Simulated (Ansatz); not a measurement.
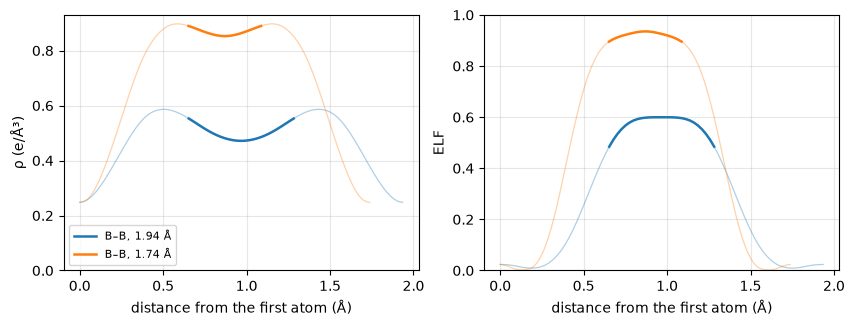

B. Valence electron density and electron localisation function along straight lines between neighbouring atoms. Thin, pale parts lie inside the atomic spheres.

Space group P6/mmm; a structure generated by program, which may or may not match a known phase.

Computed with Ansatz, DFT PBE, scalar-relativistic, plane waves, PAW.

The density is the valence pseudo-density of a PAW calculation; it isn't the true density close to the nuclei.

What can be read from the curves?

Answer. B–B (1.94 Å): ρ is about 0.47 e/Å³ halfway; the ELF reaches about 0.60 near the midpoint.
B–B (1.74 Å): ρ at the midpoint is about 0.85 e/Å³; the ELF peaks at about 0.95 between the atoms.
